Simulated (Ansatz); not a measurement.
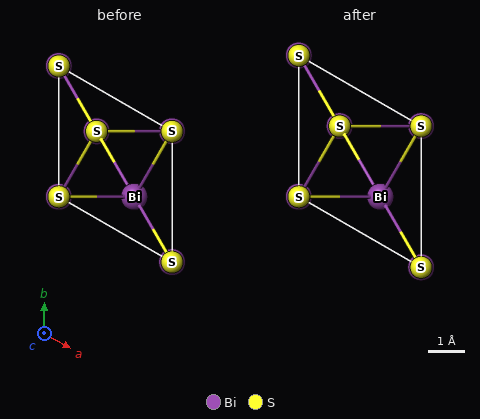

The structure of a crystal of Bi₂S₃ (built on the tetradymite type) before (left) and after (right) a relaxation, at one scale.

A ball-and-stick model of the conventional cell (3 times the calculation's cell), seen along the c axis. Lengths and directions refer to the drawn axes.

All numbers below come from DFT, PBE-D3(BJ), plane waves, PAW (Ansatz 0.2.0).

The input:
```yaml
crystal:
  lattice:
    - [1.8572204, 1.0722666979, 8.823520976]
    - [-1.8572204, 1.0722666979, 8.823520976]
    - [0.0, -2.1445333958, 8.823520976]
  atoms:
    - { symbol: Bi, position: [0.4, 0.4, 0.4] }
    - { symbol: Bi, position: [0.6, 0.6, 0.6] }
    - { symbol: S, position: [0.21, 0.21, 0.21] }
    - { symbol: S, position: [0.79, 0.79, 0.79] }
    - { symbol: S, position: [0.0, 0.0, 0.0] }
kpoints:
  mp_grid: { grid: [8, 8, 8] }
hamiltonian:
  xc: pbe
  dispersion: d3bj
scf:
  occupations: { method: fermi_dirac, width: 0.02 }
relax:
  f_tol: 0.005
  cell: {}
```

Run as
```bash
ansatz run input.yaml --threads 2 --pin off --max-ram 29491MiB --backend cpu --events-out ev --progress --plain --runs-dir out
```

Summarise the run.

Answer. Over 6 accepted moves (7 points after the start) the energy falls by 198 meV per atom. Largest force component: 0.84 eV/Å at the start, 0.0013 eV/Å at the end. Pressure: 17.29 GPa at the start and 0.02 GPa at the end. At 1 point the geometry stayed and the basis and grid were re-selected for the new cell (energy shift of 0.9 meV per atom at most each time). The largest moves relative to the cell, 0.084 Å, are those of S3 and S4. S4 goes along −c. Largest moves by element: S 0.084 Å, Bi 0.025 Å. The volume changes by +20.9 %, with a = b 3.714 → 4.013 Å (+8.0 %), c 26.471 → 27.428 Å (+3.6 %). Among the contacts that change: Bi1–S5 2.777 → 2.967 Å, Bi1–S4 2.617 → 2.730 Å. Bond angles that change, for instance: S4–Bi1–S4 90.4° → 94.6°, Bi1–S4–Bi1 90.4° → 94.6°, S4–Bi1–S5 92.7° → 90.0°. The space group stays R-3m (No. 166). Cost: 28 s on 2 threads of AMD EPYC 7R13 Processor (Zen 3), on a shared host, peak memory 0.65 GiB.
